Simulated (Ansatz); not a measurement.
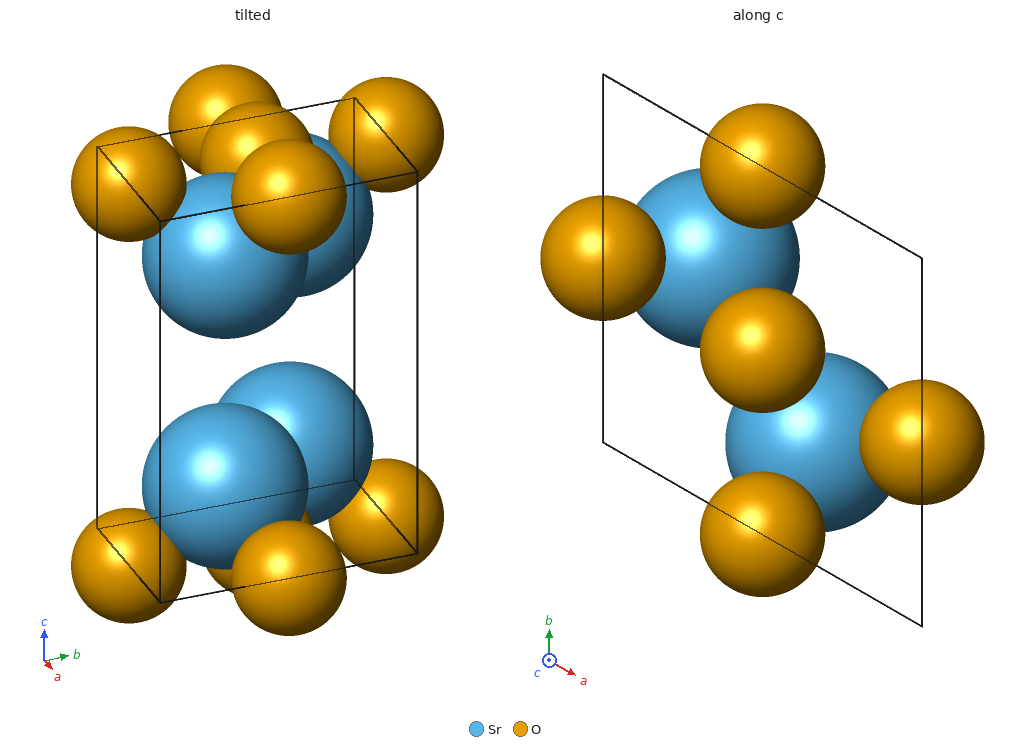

Space-filling drawing of the structure, looking slightly off an axis and along the c axis. The wireframe shows the conventional unit cell. Cell: a = 6.52 Å, b = 6.52 Å, c = 7.51 Å, α = 90.00°, β = 90.00°, γ = 120.00°.

Origin of the cell: a random cell made by a generator, so it need not be a real form of the compound. Earlier steps of the study, as a rule a relaxation of our own, may have changed the cell and positions, so they can lie some per cent off the listed ones. Ansatz was used for an electronic-structure calculation on it.

> Describe the arrangement of the atoms.

The compound is Sr₄O₃. The symmetry is that of P6/mmm (No. 191), on a primitive hexagonal lattice. With Z = 1, the cell contains 4 Sr, 3 O. Sr is linked to three O in a trigonal pyramidal arrangement at about 2.4 Å. Each O has four Sr in a distorted square planar arrangement at about 2.4 Å.

Run with Ansatz, DFT PBE, scalar-relativistic, plane waves, PAW and these settings: a plane-wave cutoff of 420 eV, 6×6×6 k-mesh, Gaussian smearing of 0.1 eV, no spin polarisation.

> What is the band gap, if any?

A metal: bands cross the Fermi level.

> How charged are the atoms, by the Bader scheme?

Sr +1.08 e; O -1.43 e.

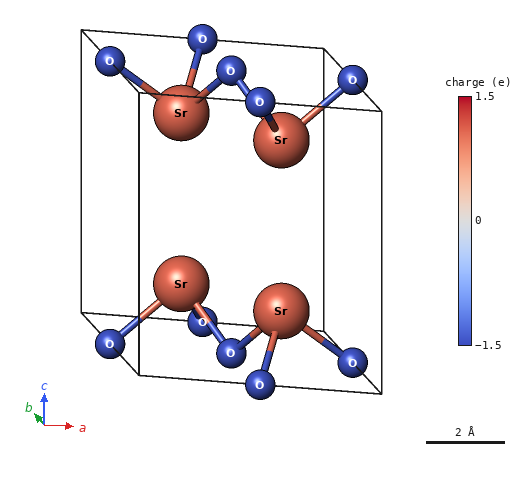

The atoms coloured by those charges. The run's cell of 7 atoms is drawn.

> Is this an equilibrium geometry for the method given?

Yes. All forces vanish to within 0.01 eV/Å. The pressure is 0.0 GPa, close to zero.
